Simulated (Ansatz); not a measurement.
**Geometry relaxation, with input and output: CdSe**

- system: CdSe (P6₃mc, 4 atoms in the cell)
- method: DFT PBE, scalar-relativistic, plane waves, PAW, no spin polarisation (Ansatz 0.2.0)

The structure derives from an entry of the Crystallography Open Database. It belongs to a series of runs on one base structure; here: volume × 1.040. Figures and captions count atoms from 1; the log counts them from 0 in places.

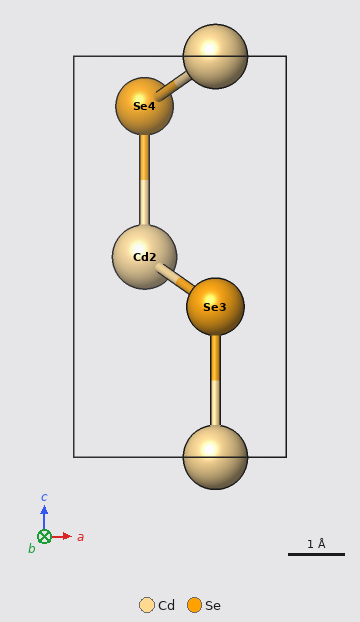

*The input geometry (ball-and-stick view of the cell of the calculation, along the b axis; atoms are numbered from 1 in the order of the input). An atom can appear more than once, as a periodic image.*

Near neighbours in the periodic cell (some may lie outside the picture): Cd has 4 Se at 2.72 Å; Se has 4 Cd at 2.72 Å.

Input
```yaml
crystal:
  lattice:
    - [4.4410316438, 0.0, 0.0]
    - [-2.2205158219, 3.8460462226, 0.0]
    - [0.0, 0.0, 7.2485665636]
  atoms:
    - { symbol: Cd, position: [0.6666666667, 0.3333333333, -0.0003929495] }
    - { symbol: Cd, position: [0.3333333333, 0.6666666667, 0.4996070505] }
    - { symbol: Se, position: [0.6666666667, 0.3333333333, 0.3753929495] }
    - { symbol: Se, position: [0.3333333333, 0.6666666667, 0.8753929495] }
basis:
  ecutwfc: 420
  ecutrho_ratio: 4
kpoints:
  mp_grid: { grid: [10, 10, 6] }
hamiltonian:
  xc: pbe
scf:
  occupations: { method: gaussian, width: 0.05 }
output:
  forces: true
  stress: true
  eigenvalues: true
  write_density: true
  write_potential: true
  elf: true
  volumetric_format: npy
relax:
  f_tol: 0.01
  max_steps: 40
  cell: { stress_tol: 0.1, fix: [volume] }
```

Machine: 4 threads of Arm Neoverse V2, 24 GiB of memory available, shared host.

Launched with:
```bash
ansatz run input.yaml --threads 4 --pin off --max-ram 7168MiB --backend cpu --events-out ev --progress --plain --runs-dir out
```

Log
```
Engine: ansatz 0.2.0, aarch64-unknown-linux-gnu
Pseudopotentials: kind: paw
Pseudopotential: Cd, paw, valence charge 20, recommended cutoff 420 eV (normal), Cd.paw.azcp
Pseudopotential: Se, paw, valence charge 16, recommended cutoff 420 eV (normal), Se.paw.azcp
Functional definition: PBE
  parameter kappa = 0.804
  parameter beta = 0.06672455060314922
  exchange = pbe_x(kappa = kappa, mu = beta*pi^2/3)
  correlation = pbe_c(beta = beta)
Crystal: 4 atoms, lattice volume = 123.809 Å³
Basis set: ecut = 420 eV, 2431 PW (Γ), exchange–correlation on 60×60×100 points (8 copies of the dense FFT grid, shifted against one another)
Bands: 44, of which v1, the nominal top of the filled ones, is band 36 counted from 1 (35 counted from 0)
Symmetry: 12 space group operations
Space group: P63mc (ITA 186), of the structure as read, at distance tolerance 5.0e-5 Å
k-points: 56 of 600 (time reversal used)
Non-local potential: Cd, projectors of the file, l = 0: 3, l = 1: 2, l = 2: 2, l = 3: 1
Non-local potential: Se, projectors of the file, l = 0: 2, l = 1: 2, l = 2: 3, l = 3: 1
PAW form: soft (Blöchl's): semilocal exchange-correlation on the pseudo side does not see the compensation charge
PAW one-centre angular grid: Cd, 590 points (default); XC on 64 Gauss nodes
PAW one-centre angular grid: Se, 590 points (default); XC on 64 Gauss nodes
Initial density: superposition of atomic densities (neutral atoms: chi_scale 0, normalization atom), corrected by the library's trained network
Initial wavefunctions: pseudopotential atomic-orbital guess
Functional: x = pbe(κ = 0.804, μ = 0.2195149727645171), c = pbe(β = 0.06672455060314922)
SCF iter   1: F=—  HF=-27449.563920 eV  |F-HF|=—  |Δ(HF+E_count)|=         —  Δρ=1.13e-3  dr2=3.26e-3  ethr=1.77e-3  ⟨swp⟩=6.3  Hψ=9013  notcnv=0  defer=44
preconditioner: auto → Resta (q_TF=auto, 2.493 Å⁻¹)  ε∞=3.9  [insulator: Δε(μ)=0.436 eV  Ē_g=11.741 eV  σ=0.050 eV  W_gap=1.00  n_scr=34 (ndim 8)  ℏωp=20.0 eV  f_vac=0.229  D(μ)=0.00/eV (n_scr^D=0)  ε∞_Penn≈3.9]
SCF iter   2: F=—  HF=-27449.564451 eV  |F-HF|=—  |Δ(HF+E_count)|=   5.30e-4  Δρ=5.86e-4  dr2=8.39e-4  ethr=4.53e-6  ⟨swp⟩=2.0  Hψ=3919  notcnv=0  defer=71
SCF iter   3: F=—  HF=-27449.564479 eV  |F-HF|=—  |Δ(HF+E_count)|=   2.79e-5  Δρ=1.93e-4  dr2=4.29e-5  ethr=1.16e-6  ⟨swp⟩=2.0  Hψ=3604  notcnv=0  defer=71
SCF iter   4: F=—  HF=-27449.564534 eV  |F-HF|=—  |Δ(HF+E_count)|=   5.51e-5  Δρ=1.05e-4  dr2=1.68e-5  ethr=5.96e-8  ⟨swp⟩=2.0  Hψ=3860  notcnv=0  defer=71
SCF iter   5: F=—  HF=-27449.564564 eV  |F-HF|=—  |Δ(HF+E_count)|=   3.07e-5  Δρ=4.68e-5  dr2=3.70e-6  ethr=2.34e-8  ⟨swp⟩=2.0  Hψ=3302  notcnv=0  defer=71
SCF iter   6: F=—  HF=-27449.564565 eV  |F-HF|=—  |Δ(HF+E_count)|=   7.77e-7  Δρ=1.04e-5  dr2=1.43e-7  ethr=5.14e-9  ⟨swp⟩=2.0  Hψ=3302  notcnv=0  defer=71
SCF iter   7: F=-27449.564565 eV  HF=-27449.564565 eV  |F-HF|=1.30e-8  |Δ(HF+E_count)|=   3.76e-7  Δρ=1.68e-6  dr2=5.22e-9  ethr=1.39e-10  ⟨swp⟩=12.5  Hψ=16493  notcnv=0
SCF 1 converged in 7 iterations: F = -27449.564565 eV  dr2 = 5.22e-9
  greatest PAW one-centre occupation: 1.000 electrons in one spin orbital (limit 2), on the Cd atom at site 1 (counted from 0), in its partial waves of l = 0
relax step   1: F+E_penalty+E_count = -27449.56456542 eV  Δ(F+E_penalty+E_count) = +0.000e0 eV  max|allowed force component| = 2.605e-3 eV/Å  Δτ_max = 0.0000 Å  P = -1.602 GPa  Ω = 123.809 Å³  fix = [volume]  reactions: volume -1.602 GPa  (7 SCF iters, dr2 threshold 1.00e-7 eV, accepted)
Initial density: handed on by an earlier stage of this run
Initial wavefunctions: pseudopotential atomic-orbital guess (no wavefunctions were taken with the density)
iter 1 solved again at ethr=9.79e-8 eV; its pass at ethr=3.10e-3 eV (dr2=7.05e-5 eV) is discarded
SCF iter   1: F=—  HF=-27449.564547 eV  |F-HF|=—  |Δ(HF+E_count)|=         —  Δρ=1.86e-6  dr2=5.72e-9  ethr=9.79e-8  ⟨swp⟩=3.0  Hψ=15344  notcnv=0
eigensolver tolerance schedule: the retry pair's looser diagonalisation over-reported the residual by 12326.53 of it (diagonalisation noise at 0.64 of the residual, at the tolerance the schedule requests for it); recorded, not acted on — ethr = c·dr2/N_el stays at c = 1.0e-1
preconditioner: auto → Resta (q_TF=auto, 2.493 Å⁻¹)  ε∞=3.9  [insulator: Δε(μ)=0.457 eV  Ē_g=11.736 eV  σ=0.050 eV  W_gap=1.00  n_scr=34 (ndim 8)  ℏωp=20.0 eV  f_vac=0.227  D(μ)=0.00/eV (n_scr^D=0)  ε∞_Penn≈3.9]
SCF iter   2: F=—  HF=-27449.564565 eV  |F-HF|=—  |Δ(HF+E_count)|=   1.82e-5  Δρ=1.18e-6  dr2=2.56e-9  ethr=7.95e-12  ⟨swp⟩=2.7  Hψ=4843  notcnv=0
SCF iter   3: F=—  HF=-27449.564565 eV  |F-HF|=—  |Δ(HF+E_count)|=   7.28e-9  Δρ=5.67e-7  dr2=6.33e-10  ethr=3.56e-12  ⟨swp⟩=2.0  Hψ=3365  notcnv=0
SCF iter   4: F=-27449.564565 eV  HF=-27449.564565 eV  |F-HF|=1.16e-10  |Δ(HF+E_count)|=   1.76e-9  Δρ=3.64e-7  dr2=5.98e-11  ethr=1.00e-12  ⟨swp⟩=4.1  Hψ=12288  notcnv=0
SCF 2 converged in 4 iterations: F = -27449.564565 eV  dr2 = 5.98e-11
  greatest PAW one-centre occupation: 1.000 electrons in one spin orbital (limit 2), on the Cd atom at site 0 (counted from 0), in its partial waves of l = 0
relax step   2: F+E_penalty+E_count = -27449.56456542 eV  Δ(F+E_penalty+E_count) = -2.910e-9 eV  max|allowed force component| = 2.613e-3 eV/Å  Δτ_max = 0.0000 Å  P = -1.602 GPa  Ω = 123.809 Å³  fix = [volume]  reactions: volume -1.602 GPa  stress off target by 3.13e-3 GPa on what of the cell is left free  SCF on the basis re-selected at this cell (its energy is not comparable with the rows above)  (4 SCF iters)
```

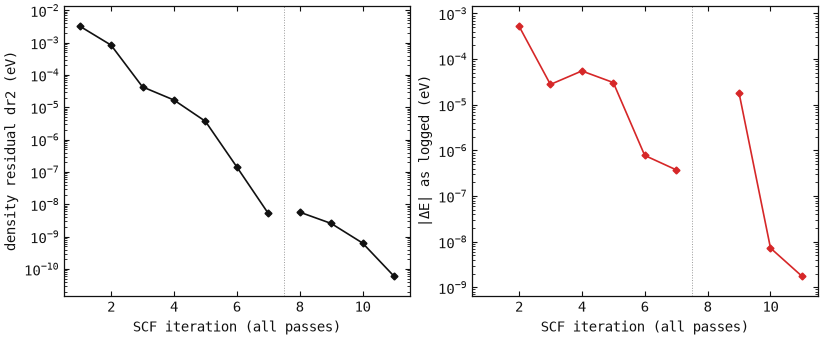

*Convergence of the self-consistent field: density residual dr2 and size of the energy change against the SCF iteration. The dotted lines part the SCF passes of the relaxation: geometry steps, rejected trials and re-solves on a re-selected basis.*

The passes take 7 and 4 iterations.

```
basis re-selected at this cell: Δ(F+E_penalty+E_count) = -2.910e-9 eV, ΔP = +0.000 GPa vs the last step (what re-selecting the basis moved, of the pressure what is left beyond the Pulay correction that the steps carried, after the strain that the cell walked since its last selection, with what the two solves' SCF thresholds leave and, on support functions, any second-order correction that the steps lacked; it is no measure of the basis error at this ecutwfc). This SCF's stress stands 3.13e-3 GPa from its target on what of the cell is left free (relax.cell.stress_tol is 1.00e-1 GPa) and its largest allowed force component is 2.61e-3 eV/Å (relax.f_tol is 1.00e-2 eV/Å): within both
SCF converged after 4 iterations
Free energy (F): -27449.564565 eV
Harris-Foulkes:  -27449.564565 eV  (|F-HF|=1.16e-10)
Internal energy: -27449.564565 eV  (E = F + TS)
E sigma→0 (E₀):  -27449.564565 eV
Fermi energy:    6.405869 eV
--- Per-component energies (eV) ---
  E_band       = -1859.246247
  E_kinetic    = 1243.980211
  E_local      = -13216.353062  (includes V_loc(G=0)·N_el)
  E_nonlocal   = -1124.002500
  E_hartree    = 6259.249657
  E_xc         = -560.123756
  E_vxc        = -637.159379  (∫ρ·V_xc dr)
  E_paw        = -11990.243654  (= ΣΔE_a)
  E_vpaw       = -644.209900  (= ΣTr[D̂ρ^β])
  E_aug_tail   = -0.001197  (compensation charges beyond the density's cutoff)
  E_ewald      = -8062.070265
  E_smearing   = -0.000000  (= −TS)
  E_closure    = 0.000000  (closes the sum)
  Σ components = -27449.564565   (vs F -27449.564565, Δ=0.00e0)
--- Forces (eV/Å), atoms counted from 1 ---
  atom   1  Cd     0.00000000     0.00000000    -0.00261146
  atom   2  Cd     0.00000000    -0.00000000    -0.00261146
  atom   3  Se    -0.00000000     0.00000000     0.00261508
  atom   4  Se     0.00000000    -0.00000000     0.00261508
  max |Σ_I F_I| component: 7.24e-6 eV/Å
--- Stress (GPa, compression-positive) ---
       -1.603610       0.000000       0.000000
        0.000000      -1.603610      -0.000000
       -0.000000      -0.000000      -1.598919
  P = ⅓ Tr σ = -1.6020 GPa (-16.020 kbar)
--- Band table (eV; the first three rows and the last of 56) ---
  k-point 0: bands = ["-95.3045", "-95.3045", "-56.3725", "-56.3725", "-56.3725", "-56.3725", "-56.3724", "-56.3723", "-40.3029", "-40.3028", "-40.3025", "-40.3025", "-40.3025", "-40.3025", "-40.3002", "-40.3002", "-40.3002", "-40.3002", "-5.9333", "-5.6343", "-1.4762", "-1.4716", "-1.4716", "-1.4202", "-1.4202", "-1.2224", "-1.2224", "-1.1761", "-1.1761", "-0.9671", "2.3222", "5.5387", "5.5387", "6.1369", "6.1753", "6.1753", "6.6327", "8.2740", "12.0261", "12.0261", "12.2870", "13.0827", "13.0827", "13.5015"]
  k-point 1: bands = ["-95.3045", "-95.3045", "-56.3725", "-56.3725", "-56.3725", "-56.3725", "-56.3724", "-56.3723", "-40.3029", "-40.3028", "-40.3025", "-40.3025", "-40.3025", "-40.3025", "-40.3002", "-40.3002", "-40.3002", "-40.3002", "-5.9131", "-5.6540", "-1.4689", "-1.4689", "-1.4596", "-1.4245", "-1.4245", "-1.2186", "-1.2186", "-1.1785", "-1.1785", "-1.0302", "2.5149", "5.4451", "5.5783", "5.5783", "6.1292", "6.1292", "7.2907", "8.3110", "12.0480", "12.0633", "12.0633", "12.9605", "12.9605", "13.1720"]
  k-point 2: bands = ["-95.3045", "-95.3045", "-56.3725", "-56.3725", "-56.3725", "-56.3725", "-56.3724", "-56.3723", "-40.3029", "-40.3028", "-40.3025", "-40.3025", "-40.3025", "-40.3025", "-40.3002", "-40.3002", "-40.3002", "-40.3002", "-5.8580", "-5.7082", "-1.4611", "-1.4611", "-1.4355", "-1.4355", "-1.4059", "-1.2088", "-1.2088", "-1.1856", "-1.1856", "-1.1697", "3.0290", "4.5734", "5.6884", "5.6884", "6.0059", "6.0059", "7.9901", "8.3855", "11.7380", "12.1848", "12.1848", "12.4706", "12.6853", "12.6853"]
  k-point 55: bands = ["-95.3045", "-95.3045", "-56.3726", "-56.3726", "-56.3725", "-56.3725", "-56.3723", "-56.3723", "-40.3028", "-40.3028", "-40.3025", "-40.3025", "-40.3025", "-40.3025", "-40.3002", "-40.3002", "-40.3002", "-40.3002", "-5.5666", "-5.5666", "-1.3622", "-1.3622", "-1.3522", "-1.3522", "-1.2254", "-1.2254", "-1.2044", "-1.2044", "-0.8845", "-0.8845", "2.5211", "2.5211", "4.1848", "4.1848", "5.2255", "5.2255", "9.7370", "9.7370", "11.8611", "11.8611", "12.2587", "12.2587", "14.2528", "14.2528"]
--- Relaxed structure (1 steps of the walk, 1 accepted, 1 SCFs on fresh bases) ---
  F+E_penalty+E_count = -27449.56456542 eV   max|allowed force component| = 2.613e-3 eV/Å   (the final SCF, on the basis selected at the relaxed cell)
  cell:  # Å, volume = 123.8085 Å³
    - [4.441031643833853, 0.0, 0.0]
    - [-2.2205158219169263, 3.846046222570682, 0.0]
    - [0.0, 0.0, 7.2485665636]
  atoms:
    - { symbol: Cd, position: [0.6666666666666666, 0.3333333333333333, -0.0003929495] }
    - { symbol: Cd, position: [0.3333333333333333, 0.6666666666666666, 0.4996070505] }
    - { symbol: Se, position: [0.6666666666666666, 0.3333333333333333, 0.3753929495] }
    - { symbol: Se, position: [0.3333333333333333, 0.6666666666666666, 0.8753929495] }
```

Trajectory as extended XYZ (Å, eV, eV/Å), 2 frames, from step=1 to step=2
```
4
Lattice="4.4410 0.0000 0.0000 -2.2205 3.8460 0.0000 0.0000 0.0000 7.2486" Properties=species:S:1:pos:R:3:forces:R:3 step=1 energy=-27449.56457 pressure_GPa=-1.60
Cd    2.2205    1.2820   -0.0028    0.0000   0.0000  -0.0026
Cd    0.0000    2.5640    3.6214    0.0000   0.0000  -0.0026
Se    2.2205    1.2820    2.7211    0.0000   0.0000   0.0026
Se    0.0000    2.5640    6.3453    0.0000   0.0000   0.0026
4
Lattice="4.4410 0.0000 0.0000 -2.2205 3.8460 0.0000 0.0000 0.0000 7.2486" Properties=species:S:1:pos:R:3:forces:R:3 step=2 energy=-27449.56457 pressure_GPa=-1.60
Cd    2.2205    1.2820   -0.0028    0.0000   0.0000  -0.0026
Cd    0.0000    2.5640    3.6214    0.0000   0.0000  -0.0026
Se    2.2205    1.2820    2.7211    0.0000   0.0000   0.0026
Se    0.0000    2.5640    6.3453    0.0000   0.0000   0.0026
```

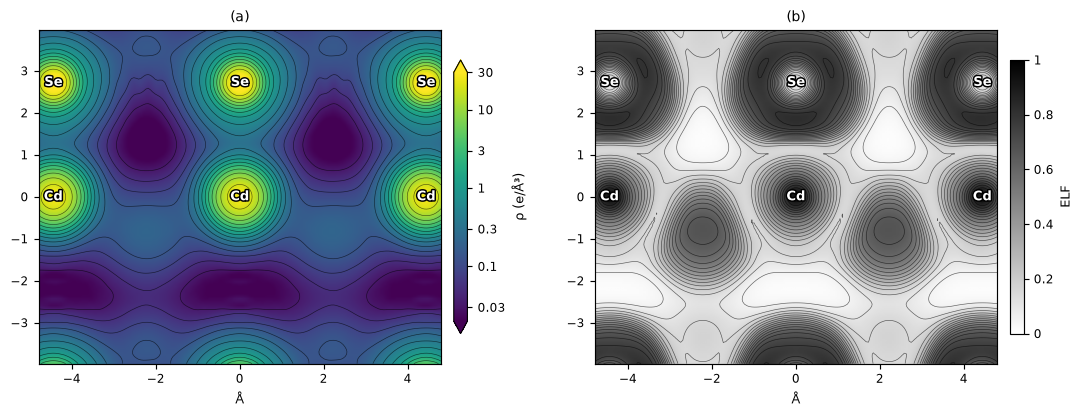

*(a) valence electron density; (b) ELF on the (100) plane of the conventional cell.*

The section cuts through Cd and Se sites. Cd–Se (2.72 Å): the density is about 0.33 e/Å³ at the midpoint; the ELF peaks at about 0.80 in the valence shell of Se, 0.9 Å from its nucleus, and drops to about 0.15 between the two atoms. Away from the nuclei the density in this plane falls to 0.01 e/Å³ at its lowest. The strong features right at Cd lie inside the PAW spheres (semicore, d or f shells) and say nothing about bonding. The fields are those of the smooth PAW valence density.

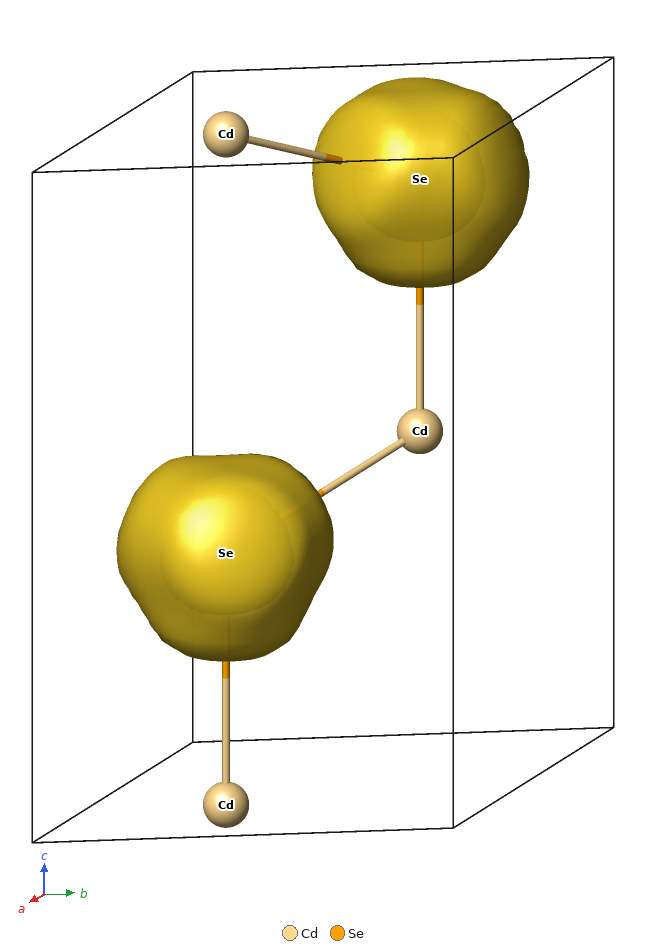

*Isosurface of the ELF at 0.75 (yellow), seen slightly off an axis. Only the valence region is drawn (cores and ρ < 0.01 e/Å³ removed). Sticks mark near contacts. The outline is the cell set on symmetry axes.*

Values along the shortest contacts: Cd–Se (2.72 Å): the ELF peaks at about 0.80 in the valence shell of Se, 0.8 Å from its nucleus, and drops to about 0.15 between the two atoms.

Summary

```tsv
quantity	value
outcome	converged
space group (tolerance 0.01 Å)	P6₃mc (186)
electrons treated	72
free energy	−27449.5646 eV
Fermi energy	6.406 eV
gap on the k-point mesh	0.46 eV
pressure	−1.60 GPa
final volume	123.81 Å³
largest force (length of the vector) at the end	0.003 eV/Å
final cell	a = 4.441 Å, b = 4.441 Å, c = 7.249 Å, α = 90.00°, β = 90.00°, γ = 120.00°
wall time	14 s (CPU time 54 s)
peak memory	0.56 GiB
```
